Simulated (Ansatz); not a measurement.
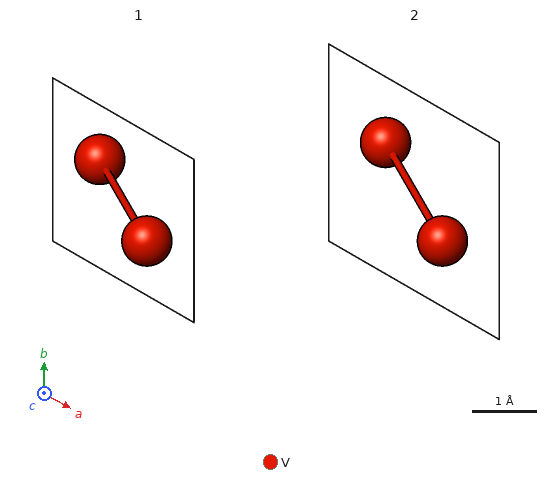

Two geometries of crystalline V (a generated structure, set up in P6_3/mmc) (coarse preliminary run), drawn at one scale. One is the start of a relaxation, the other its converged end. A ball-and-stick model of the cell of the calculation, seen along the c axis.

All numbers below come from Ansatz 0.2.0, DFT PBEsol, scalar-relativistic, plane waves, PAW. (plane-wave cutoff 420 eV; k-point mesh 6 × 6 × 4; occupations gaussian; smearing width 0.1 eV; collinear spin; cell and atoms relaxed; force threshold 0.05 eV/Å; at most 60 steps)

> Which one is relaxed?

Structure 1 is the relaxed one. Case: Y → V on all its sites, cell and atoms relaxed. The energy falls by 955 meV per atom in 7 accepted moves (8 points after the start). All forces vanish by symmetry, so only the cell relaxes. Pressure: −30.73 GPa at the start and 0.01 GPa at the end. The SCF was repeated once at an unchanged geometry on a basis and grid sized afresh for the cell, which shifted the energy by 1.2 meV per atom at most. No atom moves by more than 0.005 Å relative to the cell. Cell: a = b 3.093 → 2.561 Å (−17.2 %), c 4.803 → 4.670 Å (−2.8 %). Volume −33.3 %. Some distances before and after: V–V 3.093 → 2.561 Å, V–V 2.992 → 2.764 Å. The space group stays P6_3/mmc (No. 194). The program noted that the starting moments weren't kept. Cost: 7 s on 1 thread of AMD EPYC 9R45 96-Core Processor (Zen 5), with other jobs on the host, peak memory 0.41 GiB.
